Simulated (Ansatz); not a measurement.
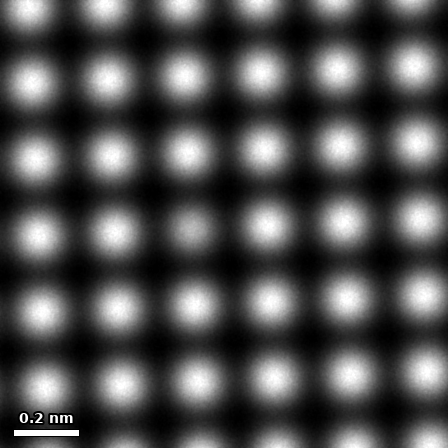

HAADF-like image of Ga (Im-3m, No. 229) along [001]. The image is simulated as a sum over atoms of Z^1.8, blurred by a 1.30 Å probe (no channelling). Shot noise was added.

The sample is 3 repeats (10.1 Å) thick. One point defect was put into the perfect crystal, without relaxing the atoms around it. Brightness is counted from the darkest point of the image. Host structure: the end point of a relaxation with DFT PBE, scalar-relativistic, plane waves, PAW in Ansatz 0.2.0; the starting structure was generated, so it need not be a known form of this composition.

### Where is the defect (in Å from the left and the top edge), and what does its contrast suggest?

At about 6 Å from the left and 7 Å from the top. The column is dimmer, which points to a vacancy or a lighter atom. The column holds 3 atoms (Ga) through the sample, and one Ga atom is replaced by Al, so its peak drops to about 75 % of that of its equals.
